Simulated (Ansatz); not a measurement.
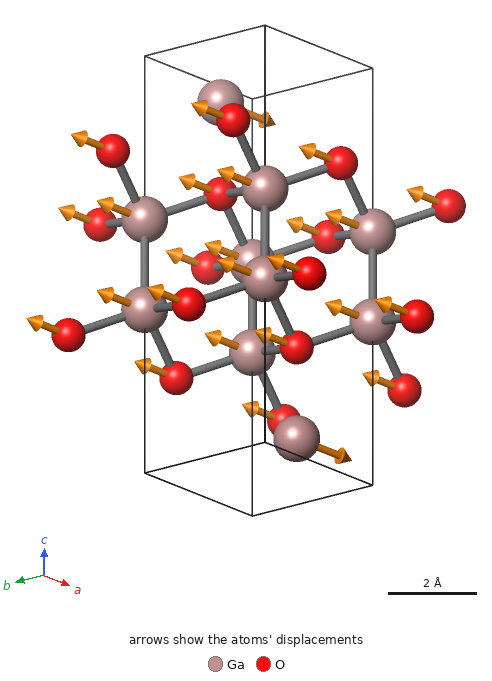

The lowest optical mode of solid Ga2O (a generated structure), space group P-3m1 (No. 164), at the zone centre. The orange arrows are the displacements of the atoms (eigenvector over the root of the mass), of arbitrary overall length and sign. The picture is a ball-and-stick view of the cell of the calculation, seen from a free direction.

Level of theory: Ansatz, DFT PBEsol, scalar-relativistic, plane waves, PAW. Settings: plane-wave cutoff 420 eV; k-point mesh 12 × 12 × 4; occupations fermi dirac; smearing width 0.15 eV; no spin polarisation.

The frequencies depend somewhat on the k-mesh and the smearing.

### Is the structure stable against all modes at this point?

Yes: this softest mode has a real frequency, and so have all others here. That speaks for this wave vector alone: the rest of the zone wasn't checked in this run. This is the E_u mode (doubly degenerate; one member of the set is drawn) at 40 cm⁻¹, the lowest optical level, infrared-active by symmetry. The Ga (2d) sublattice moves against the Ga (2c) and O sublattices, along a; the kinetic energy is shared as Ga 92 %, O 8 %. The crystal is a metal, so free carriers screen the infrared response.
